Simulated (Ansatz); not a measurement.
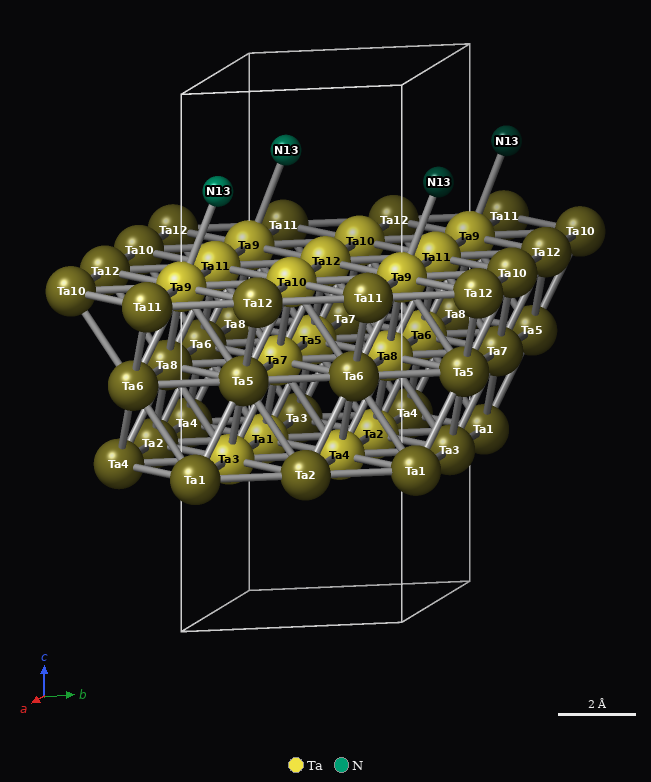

Fig. 1: The structure as given in the input (ball-and-stick view of the cell of the calculation, with the vacuum cut short, seen slightly off an axis; neighbours outside the cell are drawn fainter; atoms are numbered from 1 in the order of the input). An atom can appear more than once, as a periodic image.

# What a change does: single-point calculation on Ta12N

System: Ta12N (slab, 13 atoms in the cell).
Method of run A: DFT PBE+D3(BJ), scalar-relativistic, plane waves, PAW, PAW set soft_1, no spin polarisation (Ansatz 0.2.0).

The structure derives from an entry of the Crystallography Open Database. Text and figures count atoms from 1; the logs count them from 0 in places.

**Input, run A**
```yaml
crystal:
  lattice:
    - [5.9135916889, 0.0, 0.0]
    - [-2.9567958445, 5.1213206302, 0.0]
    - [0.0, 0.0, 22.1284273952]
  atoms:
    - { symbol: Ta, position: [0.3333333333, 0.1666666667, 0.1807629584] }
    - { symbol: Ta, position: [0.3333333333, 0.6666666667, 0.1807629584] }
    - { symbol: Ta, position: [0.8333333333, 0.1666666667, 0.1807629584] }
    - { symbol: Ta, position: [0.8333333333, 0.6666666667, 0.1807629584] }
    - { symbol: Ta, position: [0.1666666667, 0.3333333333, 0.2898630609] }
    - { symbol: Ta, position: [0.1666666667, 0.8333333333, 0.2898630609] }
    - { symbol: Ta, position: [0.6666666667, 0.3333333333, 0.2898630609] }
    - { symbol: Ta, position: [0.6666666667, 0.8333333333, 0.2898630609] }
    - { symbol: Ta, position: [0.0, 0.0, 0.3989631634] }
    - { symbol: Ta, position: [0.0, 0.5, 0.3989631634] }
    - { symbol: Ta, position: [0.5, 0.0, 0.3989631634] }
    - { symbol: Ta, position: [0.5, 0.5, 0.3989631634] }
    - { symbol: "N", position: [0.0, 0.1666666667, 0.5119400124] }
basis:
  ecutwfc: 420
kpoints:
  mp_grid: { grid: [6, 6, 1] }
hamiltonian:
  xc: pbe
  pseudopotentials: { kind: paw, azcp: { folder: soft_1 } }
  dispersion: d3bj
scf:
  occupations: { method: gaussian, width: 0.1 }
output:
  forces: true
  eigenvalues: true
efield:
  axis: 3
  dipole_correction: true
  ramp_width: 0.04
```

Command:
```bash
ansatz run input.yaml --threads 2 --pin off --max-ram 6144MiB --backend cpu --events-out ev --progress --plain --runs-dir out
```

Hardware: 2 threads of Arm Neoverse N1, 98 GiB of memory available, shared host.

**Output, shortened to warnings, some set-up lines, iterations and results (run A)**
```
Basis set: ecut = 420 eV, 13081 PW (Γ), exchange–correlation on 80×80×300 points (8 copies of the dense FFT grid, shifted against one another)
Symmetry: 1 space group operations
k-points: 20 of 36 (time reversal used)
Initial density: superposition of atomic densities (neutral atoms: chi_scale 0, normalization atom)
[...]
SCF iter   1: F=—  HF=-119578.976651 eV  |F-HF|=—  |Δ(HF+E_count)|=         —  Δρ=4.51e-2  dr2=7.28e1  ethr=3.10e-3  p=0.000 e·Å  D=1.61e-6 V/Å  ΔV_dip=-0.00 eV  …
SCF iter   2: F=—  HF=-119577.322850 eV  |F-HF|=—  |Δ(HF+E_count)|=    1.65e0  Δρ=5.30e-2  dr2=8.99e1  ethr=3.10e-3  p=-0.663 e·Å  D=-1.79e-1 V/Å  ΔV_dip=3.96 eV  …
SCF iter   3: F=—  HF=-119572.290189 eV  |F-HF|=—  |Δ(HF+E_count)|=    5.03e0  Δρ=1.10e-2  dr2=1.70e0  ethr=3.10e-3  p=-0.232 e·Å  D=-6.27e-2 V/Å  ΔV_dip=1.39 eV  …
SCF iter   4: F=—  HF=-119572.232104 eV  |F-HF|=—  |Δ(HF+E_count)|=   5.81e-2  Δρ=3.74e-3  dr2=3.08e-1  ethr=1.05e-3  p=-0.292 e·Å  D=-7.88e-2 V/Å  ΔV_dip=1.74 eV  …
SCF iter   5: F=—  HF=-119572.241921 eV  |F-HF|=—  |Δ(HF+E_count)|=   9.82e-3  Δρ=1.78e-3  dr2=4.09e-2  ethr=1.91e-4  p=-0.305 e·Å  D=-8.25e-2 V/Å  ΔV_dip=1.82 eV  …
SCF iter   6: F=—  HF=-119572.238422 eV  |F-HF|=—  |Δ(HF+E_count)|=   3.50e-3  Δρ=5.66e-4  dr2=4.52e-3  ethr=2.54e-5  p=-0.307 e·Å  D=-8.30e-2 V/Å  ΔV_dip=1.84 eV  …
SCF iter   7: F=—  HF=-119572.238686 eV  |F-HF|=—  |Δ(HF+E_count)|=   2.64e-4  Δρ=3.47e-4  dr2=1.76e-3  ethr=2.81e-6  p=-0.310 e·Å  D=-8.38e-2 V/Å  ΔV_dip=1.85 eV  …
SCF iter   8: F=—  HF=-119572.238612 eV  |F-HF|=—  |Δ(HF+E_count)|=   7.38e-5  Δρ=8.09e-5  dr2=1.75e-4  ethr=1.09e-6  p=-0.312 e·Å  D=-8.42e-2 V/Å  ΔV_dip=1.86 eV  …
SCF iter   9: F=—  HF=-119572.238609 eV  |F-HF|=—  |Δ(HF+E_count)|=   3.00e-6  Δρ=2.92e-5  dr2=8.91e-6  ethr=1.08e-7  p=-0.312 e·Å  D=-8.43e-2 V/Å  ΔV_dip=1.87 eV  …
SCF iter  10: F=—  HF=-119572.238782 eV  |F-HF|=—  |Δ(HF+E_count)|=   1.73e-4  Δρ=8.76e-6  dr2=1.65e-6  ethr=5.53e-9  p=-0.312 e·Å  D=-8.43e-2 V/Å  ΔV_dip=1.87 eV  …
SCF iter  11: F=-119572.238783 eV  HF=-119572.238783 eV  |F-HF|=1.05e-7  |Δ(HF+E_count)|=   5.69e-7  Δρ=2.90e-6  dr2=7.24e-8  ethr=6.21e-11  p=-0.313 e·Å  D=-8.44e-2 V/Å  …
SCF 1 converged in 11 iterations: F = -119572.238783 eV  dr2 = 7.24e-8
SCF converged after 11 iterations
Free energy (F): -119572.238783 eV
Harris-Foulkes:  -119572.238783 eV  (|F-HF|=1.05e-7)
Internal energy: -119572.137194 eV  (E = F + TS)
E sigma→0 (E₀):  -119572.187988 eV
Entropy (-TS):   -0.101589 eV (-7.815 meV/atom)
Fermi energy:    2.592176 eV
Dipole field:    D = -0.084454 V/Å  (p = -0.312781 e·Å, saw-weighted, corrected)
Work function:   Φ+ = 6.5205 eV   Φ− = 4.6516 eV
Levels:          The Fermi level and band energies are counted from a zero that moves with the ramp; work functions are not
--- Per-component energies (eV) ---
  E_band       = -3824.750438
  E_kinetic    = 4803.147750
  E_local      = -132927.937673  (includes V_loc(G=0)·N_el)
  E_nonlocal   = -94.971728
  E_hartree    = 64255.192700
  E_xc         = -3891.817708
  E_vxc        = -2848.380093  (∫ρ·V_xc dr)
  E_paw        = -99779.419113  (= ΣΔE_a)
  E_vpaw       = -1252.066473  (= ΣTr[D̂ρ^β])
  E_aug_tail   = 0.001801  (compensation charges beyond the density's cutoff)
  E_efield     = 0.013208  (sawtooth field / dipole correction)
  E_vefield    = -14.894747  (∫n·V_field dr)
  E_ewald      = 48068.836298
  E_disp       = -5.182729  (pairwise vdW)
  E_smearing   = -0.101589  (= −TS)
  E_closure    = 0.000000  (closes the sum)
  Σ components = -119572.238783   (vs F -119572.238783, Δ=0.00e0)
--- Forces (eV/Å), atoms counted from 1 ---
  atom   1  Ta    -0.01466356    -0.02830408    -0.13571086
  atom   2  Ta    -0.01560176     0.02787057    -0.14622448
  atom   3  Ta     0.02270579    -0.01347212    -0.15444877
  atom   4  Ta    -0.00395864     0.02587709    -0.15969020
  atom   5  Ta     0.00810847     0.08953535     0.04256679
  atom   6  Ta     0.05253290    -0.01408573    -0.12959791
  atom   7  Ta    -0.01299288    -0.06452456     0.10632834
  atom   8  Ta    -0.09647325    -0.04381517    -0.05494574
  atom   9  Ta    -0.07120203     0.39908408     3.70101567
  atom  10  Ta    -0.00007408     0.15310008     1.04646400
  atom  11  Ta    -0.19259047    -0.20763143     0.15548932
  atom  12  Ta     0.15039018    -0.04194685     0.46138090
  atom  13  N      0.17380968    -0.28167972    -4.73275773
  max |Σ_I F_I| component: 1.31e-4 eV/Å
```

Run B used a changed input.

**The two runs side by side**

```tsv
quantity	run A	run B
outcome	converged	converged
free energy per atom (eV)	−9197.8645	−9197.8770
energy per atom, smearing taken to zero (eV)	−9197.8606	−9197.8729
gap on the mesh (eV)	0.00	0.00
work function (eV)	6.52	6.51
largest force (eV/Å)	4.744	4.960
SCF iterations	11	11
irreducible k-points	20	20
plane waves at Γ	13081	13081
wall time (shared host)	2.1 min	2 min
```

Which change of the input explains these differences?

The change (lines with − go, lines with + come):
```diff
-    - { symbol: "N", position: [0.0, 0.1666666667, 0.5119400124] }
+    - { symbol: "N", position: [0.0, 0.0833333333, 0.5119400124] }
```

With the same functional and potentials, run B lies 12.4 meV per atom lower. The largest force goes from 4.744 to 4.960 eV/Å. The number of SCF iterations is the same.

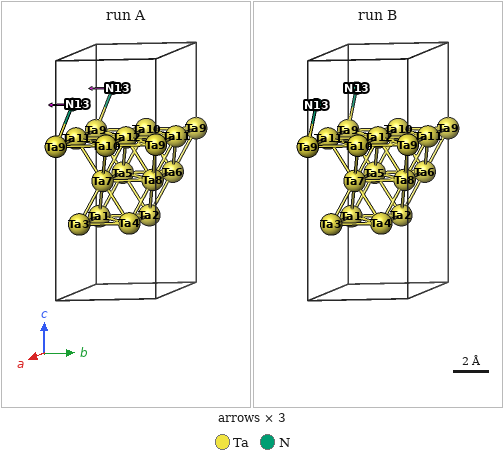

Fig. 2: The two input geometries at one scale (ball-and-stick view of the cell of the calculation, with the vacuum cut short, seen slightly off an axis). The pink arrows on the first give the shifts of the atoms relative to the cell, magnified 3 times. N13 moves most: 0.49 Å. Ta stays in place. The cell stays as it was. Among the contacts that change: Ta9–N13 2.687 → 2.548 Å.

**Output, shortened to warnings, some set-up lines, iterations and results (run B)**
```
Basis set: ecut = 420 eV, 13081 PW (Γ), exchange–correlation on 80×80×300 points (8 copies of the dense FFT grid, shifted against one another)
Symmetry: 1 space group operations
k-points: 20 of 36 (time reversal used)
Initial density: superposition of atomic densities (neutral atoms: chi_scale 0, normalization atom)
[...]
SCF iter   1: F=—  HF=-119579.202388 eV  |F-HF|=—  |Δ(HF+E_count)|=         —  Δρ=4.48e-2  dr2=7.30e1  ethr=3.10e-3  p=0.000 e·Å  D=1.61e-6 V/Å  ΔV_dip=-0.00 eV  …
SCF iter   2: F=—  HF=-119577.112140 eV  |F-HF|=—  |Δ(HF+E_count)|=    2.09e0  Δρ=5.07e-2  dr2=8.14e1  ethr=3.10e-3  p=-0.633 e·Å  D=-1.71e-1 V/Å  ΔV_dip=3.78 eV  …
SCF iter   3: F=—  HF=-119572.424725 eV  |F-HF|=—  |Δ(HF+E_count)|=    4.69e0  Δρ=8.81e-3  dr2=9.91e-1  ethr=3.10e-3  p=-0.236 e·Å  D=-6.37e-2 V/Å  ΔV_dip=1.41 eV  …
SCF iter   4: F=—  HF=-119572.396364 eV  |F-HF|=—  |Δ(HF+E_count)|=   2.84e-2  Δρ=3.10e-3  dr2=2.16e-1  ethr=6.15e-4  p=-0.294 e·Å  D=-7.94e-2 V/Å  ΔV_dip=1.76 eV  …
SCF iter   5: F=—  HF=-119572.401875 eV  |F-HF|=—  |Δ(HF+E_count)|=   5.51e-3  Δρ=1.25e-3  dr2=1.55e-2  ethr=1.34e-4  p=-0.303 e·Å  D=-8.17e-2 V/Å  ΔV_dip=1.81 eV  …
SCF iter   6: F=—  HF=-119572.400129 eV  |F-HF|=—  |Δ(HF+E_count)|=   1.75e-3  Δρ=4.11e-4  dr2=2.64e-3  ethr=9.61e-6  p=-0.304 e·Å  D=-8.21e-2 V/Å  ΔV_dip=1.82 eV  …
SCF iter   7: F=—  HF=-119572.400367 eV  |F-HF|=—  |Δ(HF+E_count)|=   2.37e-4  Δρ=1.67e-4  dr2=3.38e-4  ethr=1.64e-6  p=-0.306 e·Å  D=-8.28e-2 V/Å  ΔV_dip=1.83 eV  …
SCF iter   8: F=—  HF=-119572.400394 eV  |F-HF|=—  |Δ(HF+E_count)|=   2.73e-5  Δρ=6.36e-5  dr2=1.18e-4  ethr=2.10e-7  p=-0.308 e·Å  D=-8.32e-2 V/Å  ΔV_dip=1.84 eV  …
SCF iter   9: F=—  HF=-119572.400400 eV  |F-HF|=—  |Δ(HF+E_count)|=   5.64e-6  Δρ=2.04e-5  dr2=4.96e-6  ethr=7.36e-8  p=-0.309 e·Å  D=-8.33e-2 V/Å  ΔV_dip=1.84 eV  …
SCF iter  10: F=—  HF=-119572.400570 eV  |F-HF|=—  |Δ(HF+E_count)|=   1.71e-4  Δρ=5.85e-6  dr2=6.18e-7  ethr=3.08e-9  p=-0.309 e·Å  D=-8.34e-2 V/Å  ΔV_dip=1.85 eV  …
SCF iter  11: F=-119572.400571 eV  HF=-119572.400571 eV  |F-HF|=8.24e-8  |Δ(HF+E_count)|=   3.54e-7  Δρ=2.09e-6  dr2=4.79e-8  ethr=6.21e-11  p=-0.309 e·Å  D=-8.35e-2 V/Å  …
SCF 1 converged in 11 iterations: F = -119572.400571 eV  dr2 = 4.79e-8
SCF converged after 11 iterations
Free energy (F): -119572.400571 eV
Harris-Foulkes:  -119572.400571 eV  (|F-HF|=8.24e-8)
Internal energy: -119572.294528 eV  (E = F + TS)
E sigma→0 (E₀):  -119572.347550 eV
Entropy (-TS):   -0.106042 eV (-8.157 meV/atom)
Fermi energy:    2.597667 eV
Dipole field:    D = -0.083482 V/Å  (p = -0.309183 e·Å, saw-weighted, corrected)
Work function:   Φ+ = 6.5063 eV   Φ− = 4.6590 eV
Levels:          The Fermi level and band energies are counted from a zero that moves with the ramp; work functions are not
--- Per-component energies (eV) ---
  E_band       = -3822.857948
  E_kinetic    = 4803.714494
  E_local      = -132935.849162  (includes V_loc(G=0)·N_el)
  E_nonlocal   = -94.961436
  E_hartree    = 64259.875011
  E_xc         = -3892.027401
  E_vxc        = -2848.656674  (∫ρ·V_xc dr)
  E_paw        = -99779.473038  (= ΣΔE_a)
  E_vpaw       = -1252.126623  (= ΣTr[D̂ρ^β])
  E_aug_tail   = 0.001800  (compensation charges beyond the density's cutoff)
  E_efield     = 0.012906  (sawtooth field / dipole correction)
  E_vefield    = -14.723712  (∫n·V_field dr)
  E_ewald      = 48071.594391
  E_disp       = -5.182093  (pairwise vdW)
  E_smearing   = -0.106042  (= −TS)
  E_closure    = -0.000000  (closes the sum)
  Σ components = -119572.400571   (vs F -119572.400571, Δ=0.00e0)
--- Forces (eV/Å), atoms counted from 1 ---
  atom   1  Ta    -0.04073190    -0.02899786    -0.16582351
  atom   2  Ta    -0.00379310     0.01405822    -0.15901321
  atom   3  Ta     0.04109353    -0.02574896    -0.16833279
  atom   4  Ta    -0.00092333     0.05420200    -0.17230073
  atom   5  Ta     0.00356832     0.10576788     0.00292204
  atom   6  Ta     0.06139131    -0.04167136    -0.14466163
  atom   7  Ta     0.00638327    -0.03169940     0.18955670
  atom   8  Ta    -0.08235981    -0.06069560    -0.08522007
  atom   9  Ta    -0.12171853     0.29850865     4.73885390
  atom  10  Ta    -0.07965742     0.12481485     0.40749481
  atom  11  Ta    -0.09879646    -0.13464311     0.16059808
  atom  12  Ta     0.17570253    -0.04633427     0.34817946
  atom  13  N      0.13984661    -0.22756221    -4.95241669
  max |Σ_I F_I| component: 1.64e-4 eV/Å
```

For both runs: Spin–orbit coupling is left out, which matters for Ta. The cell holds an odd number of electrons but the run has no spin polarisation, so a band is left half filled.
